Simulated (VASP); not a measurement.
# Absorption of GaAs from time-dependent hybrids, part 3 of 4

Which functionals bind an exciton in GaAs? The cell is of the zinc-blende type, one of the forms listed for this formula. The start is a cell from a database of measured crystal structures.

VASP 6.6.1, plane waves and PAW; the level of theory is named at each step.

Still holding for the runs below: The k-mesh is coarse for unscreened exact exchange, which converges slowly with it.

So far, lowest excitation (eV): step 4 (casida equation on PBE, time-dependent PBE, Casida form) 0.518; step 5 (random-phase approximation on PBE, RPA spectrum on PBE) 0.521.

## (9) Casida equation on B3LYP

This step: time-dependent B3LYP, Casida form; plane waves and PAW (As, Ga_d) (VASP 6.6.1).

The Casida equation, in the Tamm-Dancoff approximation (ANTIRES = 0), couples the pairs by a local exchange-correlation kernel and by exact exchange, which attracts electron and hole.

INCAR reads:

```
SYSTEM = GaAs
PREC = Accurate
ENCUT = 300
ISMEAR = 0
SIGMA = 0.01
LREAL = .FALSE.
LHFCALC = .TRUE.
AEXX = 0.2
GGA = B3
AGGAX = 0.72
AGGAC = 0.81
ALDAC = 0.19
LASPH = .TRUE.
NBANDS = 28
PRECFOCK = Fast
ALGO = TDHF
NBANDSO = 4
NBANDSV = 4
OMEGAMAX = 25
NEDOS = 1000
CSHIFT = 0.1
LWAVE = .FALSE.
LCHARG = .FALSE.
ANTIRES = 0
LFXC = .TRUE.
LADDER = .TRUE.
```

POSCAR reads:

```
GaAs
1.0
    0.0000000000      2.8268500000      2.8268500000
    2.8268500000      0.0000000000      2.8268500000
    2.8268500000      2.8268500000      0.0000000000
As Ga
1 1
Direct
    0.7500000000      0.7500000000      0.7500000000
    0.0000000000      0.0000000000      0.0000000000
```

KPOINTS reads:

```
Automatic mesh
0
Gamma
5 5 5
0 0 0
```

PAW data sets: As and Ga_d (PBE family, release 64).

The WAVECAR or CHGCAR of an earlier step is read.

Started as:

```sh
mpirun -np 4 vasp_std
```

The program printed:

```text
[banner, memory and clock lines left out]
 POSCAR found type information on POSCAR AsGa
 POSCAR found :  2 types and       2 ions
|                                                                             |
|               ----> ADVICE to this user running VASP <----                  |
|                                                                             |
|     You enforced a specific xc type in the INCAR file but a different       |
|     [... a line on the potential file left out ...]
|     I HOPE YOU KNOW WHAT YOU ARE DOING!                                     |
|                                                                             |

|                                                                             |
|           W    W    AA    RRRRR   N    N  II  N    N   GGGG   !!!           |
|           W    W   A  A   R    R  NN   N  II  NN   N  G    G  !!!           |
|           W    W  A    A  R    R  N N  N  II  N N  N  G       !!!           |
|           W WW W  AAAAAA  RRRRR   N  N N  II  N  N N  G  GGG   !            |
|           WW  WW  A    A  R   R   N   NN  II  N   NN  G    G                |
|           W    W  A    A  R    R  N    N  II  N    N   GGGG   !!!           |
|                                                                             |
|     The default for ENCUTGWSOFT is different in this version of VASP.       |
|     please manually set ENCUTGWSOFT =200 in the INCAR file.                 |
|                                                                             |

 LDA part: xc-table for (Slater(with rela. corr.)+VWN3), standard interpolation
 found WAVECAR, reading the header
 POSCAR, INCAR and KPOINTS ok, starting setup
 FFT: planning ... GRIDC
 FFT: planning ... GRID_SOFT
 FFT: planning ... GRID
 reading WAVECAR
 the WAVECAR file was read successfully
 initial charge from wavefunction
 available memory per node:    184.09 GB, setting MAXMEM to    188504

 The Fermi energy was updated, please check that it is located mid-gap
 values below the HOMO (VB) or above the LUMO (CB) will cause erroneous energies
 E-fermi :   4.3591

 the WAVEDER file was read successfully
 responsefunction array rank=     296
 LDA part: xc-table for (Slater(with rela. corr.)+VWN3), standard interpolation

 Doing            0  frequencies on each core in blocks of            0
 parallelization over k-points
 Using distributed matrix
 Using distributed eigensolver
 allocating two-electron 4 orbital integral table    4    4    4    4
 BSE setting up matrix
 available memory per node:    184.04 GB, setting MAXMEM to    188461
 Calculate matrix elements of the BSE Hamiltonian:
 Workload is divided into blocks of two-electron 4 orbital integrals computed in
  parallel.
 Each block/integral has dimensions  of (   4,   4,   4,   4) orbitals
 Total number of blocks/integrals:                 7875
 Number of spins:                                     1
 Number of kpoints:                                 125
 Spin channel:                                        1
  Number of blocks of unoccupied bands:               1
  Number of blocks of occupied bands:                 1
 Number of rows/columns of blocks:                  125

                                                        Time (sec)
               Integrals                 Ranks       Real         CPU
  [         1 -        500/      7875]     4         0.86        0.00
  [       501 -       1000/      7875]     4         1.69        0.00
  [      1001 -       1500/      7875]     4         2.54        0.00
  [      1501 -       2000/      7875]     4         3.39        0.00
  [      2001 -       2500/      7875]     4         4.24        0.00
  [      2501 -       3000/      7875]     4         5.09        0.00
  [      3001 -       3500/      7875]     4         5.92        0.00
  [      3501 -       4000/      7875]     4         6.77        0.00
  [      4001 -       4500/      7875]     4         7.64        0.00
  [      4501 -       5000/      7875]     4         8.54        0.00
  [      5001 -       5500/      7875]     4         9.46        0.00
  [      5501 -       6000/      7875]     4        10.39        0.00
  [      6001 -       6500/      7875]     4        11.30        0.00
  [      6501 -       7000/      7875]     4        12.22        0.00
  [      7001 -       7500/      7875]     4        13.16        0.00
  [      7501 -       7600/      7875]     4        13.34        0.00
  [      7601 -       7625/      7875]     1        13.51        0.00
  [      7626 -       7725/      7875]     4        13.69        0.00
  [      7726 -       7750/      7875]     1        13.86        0.00
  [      7751 -       7850/      7875]     4        14.04        0.00
  [      7851 -       7870/      7875]     4        14.09        0.00
  [      7871 -       7874/      7875]     4        14.10        0.00
  [      7875 -       7875/      7875]     1        14.10        0.00

[... 3 parts as in an earlier step ...]
```

Run time: 20 s. Hardware: 4 MPI ranks of AMD EPYC 7R43, shared host; peak memory 0.66 GiB.

OUTCAR, selected parts (step 9):

```text
   NELECT =      18.0000    total number of electrons

 E-fermi :   4.3591

[... 8 parts as in an earlier step ...]

[... 2 further parts left out ...]
```

Numbers from this step:

* lowest excitation: 1.165 eV

The imaginary dielectric function, xx has structure finer than the step of the table below, so its rows give means over 1 eV, whole bins alone (the curve runs from 0 to 25 eV). Peaks (eV: height): 1.2: 24.5, 2.8: 62.6, 4.3: 32.7, 4.8: 46.6, 6.6: 9.57.

From 4 filled and 4 empty bands alone, without any pair above OMEGAMAX = 25 eV, so strength is missing wherever others contribute; lines are broadened by CSHIFT, which also makes the tail under the first line. The imaginary dielectric function, xx by photon energy; means over each step:

| photon energy (eV) | imaginary dielectric function, xx |
| --- | --- |
| 1 | 6.83 |
| 2 | 2.83 |
| 3 | 18.5 |
| 4 | 11.0 |
| 5 | 17.2 |
| 6 | 3.85 |
| 7 | 3.96 |
| 8 | 2.80 |
| 9 | 3.32 |
| 10 | 1.26 |
| 11 | 0.296 |
| 12 | 0.527 |
| 13 | 0.328 |
| 14 | 0.227 |
| 15 | 0.181 |
| 16 | 0.235 |
| 17 | 0.115 |
| 18 | 0.115 |
| 19 | 0.0658 |
| 20 | 0.0462 |
| 21 | 0.0238 |
| 22 | 0.0104 |
| 23 | 0.00507 |

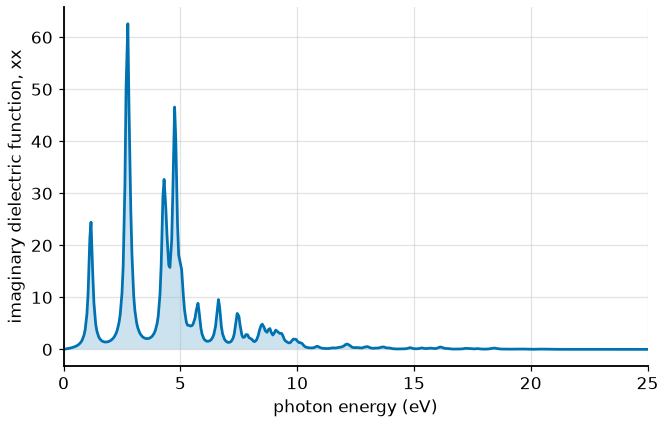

Imaginary dielectric function, xx against photon energy.

Some of the lowest 40 states alone, with states under 2.5 meV apart joined, scaled to the strongest line shown. Exciton lines, with heights relative to the strongest:

| position (eV) | lines merged | oscillator strength |
| --- | --- | --- |
| 1.165 | 3 | 40 |
| 2.730 | 3 | 100 |
| 2.763 | 3 | 0.0 |
| 2.784 | 2 | 0.0 |
| 2.790 | 8 | 1.0 |
| 2.869 | 3 | 11 |
| 2.872 | 5 | 0.0 |
| 2.934 | 8 | 0.0 |

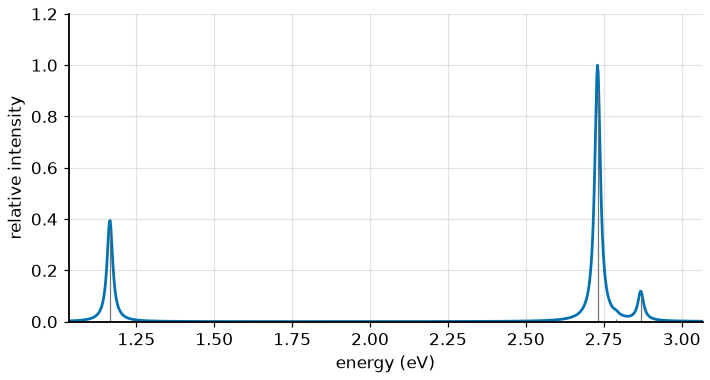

The exciton spectrum, broadened with Lorentzians of width 0.022 eV; bars mark the lines.

The lowest excitation lies at 1.165 eV, -465 meV against the direct gap of these orbitals, a distance that this coarse mesh makes far too large. Peak heights aren't converged with the mesh, least of all at the onset.

## (10) Random-phase approximation on B3LYP

This step: RPA spectrum on B3LYP; plane waves and PAW (As, Ga_d) (VASP 6.6.1).

With the exchange-correlation kernel off, only the local fields remain: the random-phase approximation.

INCAR: that of step 9 with these lines changed.

```diff
@@ -24,3 +24,3 @@
 ANTIRES = 0
-LFXC = .TRUE.
-LADDER = .TRUE.
+LFXC = .FALSE.
+LADDER = .FALSE.
```

POSCAR is that of step 9.

KPOINTS is that of step 9.

Started as:

```sh
mpirun -np 4 vasp_std
```

The program printed:

```text
[banner, memory and clock lines left out]
 LDA part: xc-table for (Slater(with rela. corr.)+VWN3), standard interpolation
 found WAVECAR, reading the header
 POSCAR, INCAR and KPOINTS ok, starting setup
 FFT: planning ... GRIDC
 FFT: planning ... GRID_SOFT
 FFT: planning ... GRID
 reading WAVECAR
 the WAVECAR file was read successfully
 initial charge from wavefunction
 available memory per node:    184.19 GB, setting MAXMEM to    188607

 Doing            0  frequencies on each core in blocks of            0
 parallelization over k-points
 Using distributed matrix
 Using distributed eigensolver
 allocating two-electron 4 orbital integral table    4    4    4    4
 BSE setting up matrix
 available memory per node:    184.20 GB, setting MAXMEM to    188616
 Calculate matrix elements of the BSE Hamiltonian:
 Workload is divided into blocks of two-electron 4 orbital integrals computed in
  parallel.
 Each block/integral has dimensions  of (   4,   4,   4,   4) orbitals
 Total number of blocks/integrals:                 7875
 Number of spins:                                     1
 Number of kpoints:                                 125
 Spin channel:                                        1
  Number of blocks of unoccupied bands:               1
  Number of blocks of occupied bands:                 1
 Number of rows/columns of blocks:                  125

                                                        Time (sec)
               Integrals                 Ranks       Real         CPU
  [         1 -        500/      7875]     4         0.56        0.00
  [       501 -       1000/      7875]     4         1.13        0.00
  [      1001 -       1500/      7875]     4         1.71        0.00
  [      1501 -       2000/      7875]     4         2.25        0.00
  [      2001 -       2500/      7875]     4         2.82        0.00
  [      2501 -       3000/      7875]     4         3.38        0.00
  [      3001 -       3500/      7875]     4         3.94        0.00
  [      3501 -       4000/      7875]     4         4.49        0.00
  [      4001 -       4500/      7875]     4         5.05        0.00
  [      4501 -       5000/      7875]     4         5.60        0.00
  [      5001 -       5500/      7875]     4         6.16        0.00
  [      5501 -       6000/      7875]     4         6.72        0.00
  [      6001 -       6500/      7875]     4         7.25        0.00
  [      6501 -       7000/      7875]     4         7.80        0.00
  [      7001 -       7500/      7875]     4         8.35        0.00
  [      7501 -       7600/      7875]     4         8.48        0.00
  [      7601 -       7625/      7875]     1         8.58        0.00
  [      7626 -       7725/      7875]     4         8.70        0.00
  [      7726 -       7750/      7875]     1         8.80        0.00
  [      7751 -       7850/      7875]     4         8.90        0.00
  [      7851 -       7870/      7875]     4         8.92        0.00
  [      7871 -       7874/      7875]     4         8.93        0.00
  [      7875 -       7875/      7875]     1         8.93        0.00

[... 7 parts as in an earlier step ...]
```

Elapsed: 14 s, on 4 MPI ranks; peak memory 0.66 GiB; 54 s of CPU time.

OUTCAR, selected parts (step 10):

```text
   NELECT =      18.0000    total number of electrons

 E-fermi :   4.3591

[... 8 parts as in an earlier step ...]

[... 2 further parts left out ...]
```

Numbers from this step:

```
lowest excitation : 1.639 eV
```

The imaginary dielectric function, xx has structure finer than the step of the table below, so its rows give means over 2 eV, whole bins alone (the curve runs from 0 to 25 eV). Peaks (eV: height): 1.6: 20.0, 3.4: 46.5, 4.8: 16.1, 5.6: 38.7, 7.2: 11.1, 8.0: 7.74, 9.9: 7.67.

From 4 filled and 4 empty bands alone, without any pair above OMEGAMAX = 25 eV, so strength is missing wherever others contribute; lines are broadened by CSHIFT, which also makes the tail under the first line. Imaginary dielectric function, xx against photon energy; means over each step:

| photon energy (eV) | imaginary dielectric function, xx |
| --- | --- |
| 2 | 3.67 |
| 4 | 10.7 |
| 6 | 12.6 |
| 8 | 3.87 |
| 10 | 4.24 |
| 12 | 0.717 |
| 14 | 0.597 |
| 16 | 0.239 |
| 18 | 0.142 |
| 20 | 0.152 |
| 22 | 0.0549 |
| 24 | 0.00675 |

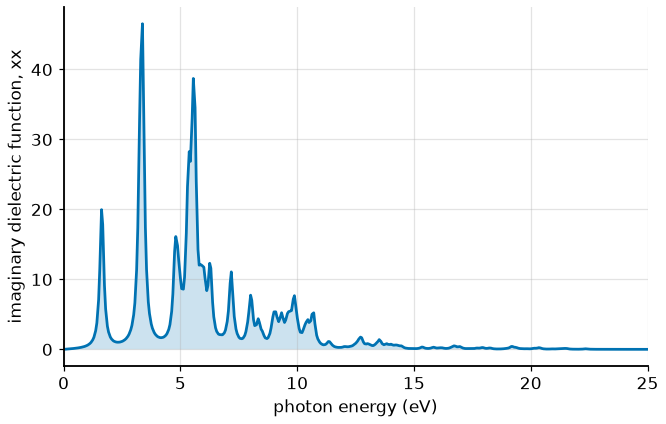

Imaginary dielectric function, xx against photon energy.

The lowest excitation lies at 1.639 eV, +9 meV against the direct gap of these orbitals. Peak heights aren't converged with the mesh, least of all at the onset.

## (11) Ground state at PBE0

This step: PBE0; plane waves and PAW (As, Ga_d) (VASP 6.6.1).

The orbitals come from a self-consistent PBE0 run. A small SIGMA keeps every occupation at zero or full.

INCAR reads:

```
SYSTEM = GaAs
PREC = Accurate
ENCUT = 300
EDIFF = 1E-08
NELM = 100
ISMEAR = 0
SIGMA = 0.01
LREAL = .FALSE.
ALGO = Normal
LHFCALC = .TRUE.
AEXX = 0.25
GGA = PE
LASPH = .TRUE.
NBANDS = 15
PRECFOCK = Fast
LORBIT = 11
LWAVE = .TRUE.
LCHARG = .FALSE.
KPAR = 4
```

POSCAR is that of step 10.

KPOINTS is that of step 10.

Started as:

```sh
mpirun -np 4 vasp_std
```

The program printed:

```text
[banner, memory and clock lines left out]
running    4 mpi-ranks, on    1 nodes
 distrk:  each k-point on    1 cores,    4 groups
 distr:  one band on    1 cores,    1 groups

 POSCAR found type information on POSCAR AsGa
 POSCAR found :  2 types and       2 ions
 LDA part: xc-table for (Slater+PW92), standard interpolation
 found WAVECAR, reading the header
 POSCAR, INCAR and KPOINTS ok, starting setup
 FFT: planning ... GRIDC
 FFT: planning ... GRID_SOFT
 FFT: planning ... GRID
 reading WAVECAR
 the WAVECAR file was read successfully
 initial charge from wavefunction
 entering main loop
       N       E                     dE             d eps       ncg     rms          rms(c)
DAV:   1    -0.107056155880E+02   -0.10706E+02   -0.65651E-01   450   0.155E+01    0.214E+00
DAV:   2    -0.107066074211E+02   -0.99183E-03   -0.44871E-02   405   0.315E+00    0.148E+00
DAV:   3    -0.107047257692E+02    0.18817E-02   -0.53167E-03   394   0.122E+00    0.882E-01
DAV:   4    -0.107041753561E+02    0.55041E-03   -0.71934E-04   371   0.310E-01    0.499E-01
DAV:   5    -0.107040097834E+02    0.16557E-03   -0.14980E-04   335   0.978E-02    0.288E-01
DAV:   6    -0.107039667775E+02    0.43006E-04   -0.38296E-05   370   0.469E-02    0.163E-01
DAV:   7    -0.107039522306E+02    0.14547E-04   -0.71170E-06   349   0.228E-02    0.914E-02
DAV:   8    -0.107039468525E+02    0.53780E-05   -0.18331E-06   349   0.113E-02    0.504E-02
DAV:   9    -0.107039450853E+02    0.17672E-05   -0.73589E-07   328   0.566E-03    0.274E-02
DAV:  10    -0.107039445811E+02    0.50424E-06   -0.25560E-07   357   0.301E-03    0.148E-02
DAV:  11    -0.107039444654E+02    0.11570E-06   -0.81168E-08   363   0.177E-03    0.786E-03
DAV:  12    -0.107039444585E+02    0.68844E-08   -0.26814E-08   335   0.109E-03
   1 F= -.10703944E+02 E0= -.10703944E+02  d E =-.527187E-21
 writing wavefunctions
```

Elapsed: 1.7 min, on 4 MPI ranks; peak memory 0.41 GiB.

OUTCAR, selected parts (step 11):

```text
   NELECT =      18.0000    total number of electrons

 E-fermi :   3.2249

 k-point     1 :       0.0000    0.0000    0.0000
  band No.  band energies     occupation
    ...
      5     -14.1756      2.00000
      6     -10.8809      2.00000
      7       3.1616      2.00000
      8       3.1616      2.00000
      9       3.1616      2.00000
     10       5.2554      0.00000
     11       8.4119      0.00000
     12       8.4119      0.00000
     13       8.4120      0.00000
     14      12.4342      0.00000
    ...

 POSITION                                       TOTAL-FORCE (eV/Angst)
 -----------------------------------------------------------------------------------
      4.24027      4.24027      4.24027        -0.000000     -0.000000     -0.000000
      0.00000      0.00000      0.00000         0.000000      0.000000      0.000000
 -----------------------------------------------------------------------------------
    total drift:                               -0.000021     -0.000018     -0.000017

  FREE ENERGIE OF THE ION-ELECTRON SYSTEM (eV)
  ---------------------------------------------------
  free  energy   TOTEN  =       -10.7039444585 eV

  energy  without entropy=      -10.7039444585  energy(sigma->0) =      -10.70394446

[... 9 parts as in an earlier step ...]

[... 9 further parts left out ...]
```

This step gave:

```
free energy (TOTEN)            : -10.70 eV
Fermi energy                   : 3.225 eV
gap on the k-mesh              : 2.094 eV
least direct gap on the k-mesh : 2.094 eV
```

## (12) Empty bands, functional PBE0

ALGO = Exact diagonalises the converged Hamiltonian in one step, and LOPTICS writes the k-derivatives of the orbitals (WAVEDER), which give the transition dipoles.

INCAR reads:

```
SYSTEM = GaAs
PREC = Accurate
ENCUT = 300
ISMEAR = 0
SIGMA = 0.01
LREAL = .FALSE.
LHFCALC = .TRUE.
AEXX = 0.25
GGA = PE
LASPH = .TRUE.
NBANDS = 28
PRECFOCK = Fast
ALGO = Exact
NELM = 1
LWAVE = .TRUE.
LCHARG = .FALSE.
LOPTICS = .TRUE.
NEDOS = 1000
CSHIFT = 0.1
```

POSCAR is that of step 11.

KPOINTS is that of step 11.

The run starts from files that an earlier step left in the folder.

Started as:

```sh
mpirun -np 4 vasp_std
```

The program printed:

```text
[... set-up lines as in an earlier step ...]
 entering main loop
       N       E                     dE             d eps       ncg     rms          rms(c)
DIA:   1    -0.107039445283E+02   -0.10704E+02    0.00000E+00     0   0.000E+00
   1 F= -.10703945E+02 E0= -.10703945E+02  d E =-.107506E-27
 writing wavefunctions
 optical routines
 imaginary and real dielectric function
 recalculating local potential from charge density
 direction            1
 direction            2
 direction            3
```

The job ended after 6.6 min (4 MPI ranks; peak memory 0.49 GiB).

Parts of OUTCAR (step 12):

```text
 POSITION                                       TOTAL-FORCE (eV/Angst)
 -----------------------------------------------------------------------------------
      4.24027      4.24027      4.24027        -0.000000     -0.000000     -0.000000
      0.00000      0.00000      0.00000         0.000000      0.000000      0.000000
 -----------------------------------------------------------------------------------
    total drift:                                0.000000     -0.000004     -0.000002

  FREE ENERGIE OF THE ION-ELECTRON SYSTEM (eV)
  ---------------------------------------------------
  free  energy   TOTEN  =       -10.7039445283 eV

  energy  without entropy=      -10.7039445283  energy(sigma->0) =      -10.70394453

[... 2 parts as in an earlier step ...]

[... 1 further part left out ...]
[key lines of the parts left out:]
E-fermi :   3.2361
```

(Part 3 of 4 ends here.)

[Lines on the potential files, build, host, timing and source positions are cut from VASP's logs without a mark.]

[Logs are printed without paths, hosts, clocks, repeated set-up lines and the standing remarks that a program may print on its own settings, such as how far it seeks lower states.]

[Hosts, paths, dates, database ids (printed as entryN), source tags and the programs' standing remarks are cut or masked in the printed files.]

[Pressures printed for these runs are not shown converged in the cutoff: they can be off by several GPa and have the wrong sign.]
